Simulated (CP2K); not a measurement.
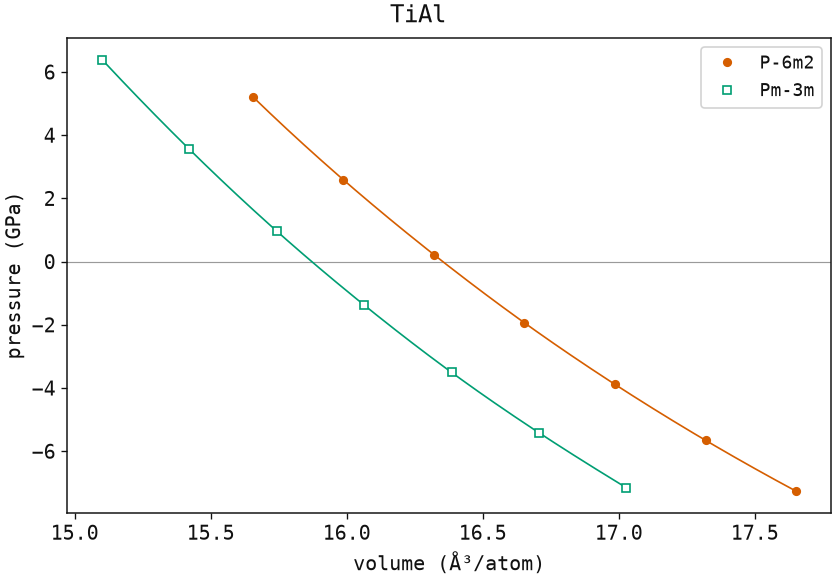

The figure shows the pressure against volume, with one curve for each structure, for TiAl.

Method: DFT in Gaussian orbitals with a plane-wave density, no spin polarisation; energies at scaled volumes of the given cell, shape and fractions fixed, counted from the fit's minimum, third-order Birch-Murnaghan fit (CP2K 2026.2). Level: PBEsol.

occupations Fermi–Dirac; smearing width 0.05 eV; potentials GTH PBE with UZH TZVP basis; density cutoff 6123 eV.

Settings that differ: P-6m2: k mesh 11×11×6; Pm-3m: k mesh 8×8×8.

Order the curves by fitted equilibrium volume, smallest first.

Pm-3m 15.872, P-6m2 16.353 Å³/atom.

Order the curves by fitted bulk modulus, smallest first.

P-6m2 109.3, Pm-3m 116.6 GPa.

For P-6m2: what does the pressure do across the range?

It falls from 5.22 GPa at volume 15.65 Å³/atom to −7.27 GPa at 17.65 Å³/atom, and changes sign near 16.35 Å³/atom.

For Pm-3m: how does the pressure vary with volume?

It falls from 6.39 GPa at volume 15.10 Å³/atom to −7.16 GPa at 17.03 Å³/atom, and changes sign near 15.88 Å³/atom.

Limits of the calculation: shape and atomic fractions are frozen while scaling, which makes layered, chain and framework solids too stiff.
